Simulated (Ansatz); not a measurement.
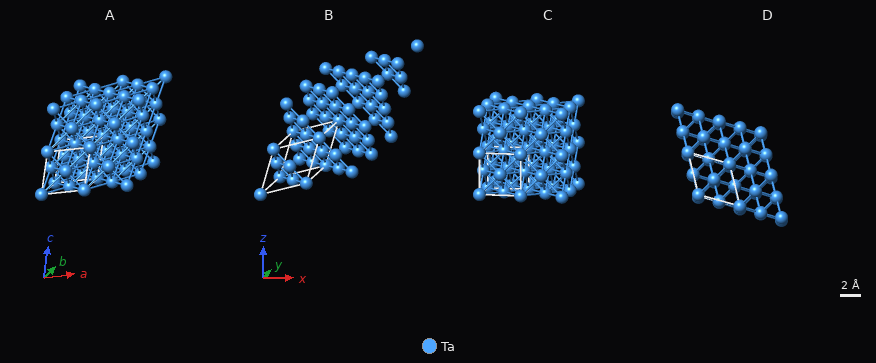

A scan of crystalline Ta (Fm-3m): the ratio of the cell's length along [111] to its lengths across, counted as 1 for the reference, is changed at fixed volume (a trigonal path), with the atoms kept at their fractional coordinates. x, y and z are the Cartesian axes of the input. A ball-and-stick model of the conventional cell (4 times the calculation's cell), repeated 2 × 2 × 2 with one cell outlined, seen slightly off an axis. Lengths and directions refer to the drawn axes.

All numbers below come from DFT r2SCAN, scalar-relativistic, plane waves, PAW (Ansatz 0.2.0). Set-up: plane-wave cutoff 500 eV; k-point mesh 22 × 22 × 22; occupations gaussian; smearing width 0.15 eV; no spin polarisation. Energies (free energies at the smearing named) are counted from the cell as listed in its source, which wasn't relaxed.

Question: Order these geometries by energy, lowest first.

Answer: Lowest first: C (the relative ratio 1.00, 0 meV/atom), A (the relative ratio 1.41, 687 meV/atom), D (the relative ratio 0.50, 1009 meV/atom), B (the relative ratio 2.00, 3560 meV/atom). Over the whole scan: of the computed points the lowest is at the relative ratio 1.00, 0 meV/atom. The end points stand at 1009 meV/atom (0.50) and 3560 meV/atom (2.00). The unrelaxed reference is under a pressure of −1.7 GPa. The distortion takes the space group from Fm-3m to R-3m, except for Pm-3m at 0.50. At the relative ratio 2.00 the cell of the drawing goes a 4.220 → 4.737 Å, b 4.220 → 4.737 Å, c 4.220 → 4.737 Å, α 90.0° → 60.0°, β 90.0° → 60.0°, γ 90.0° → 60.0°.
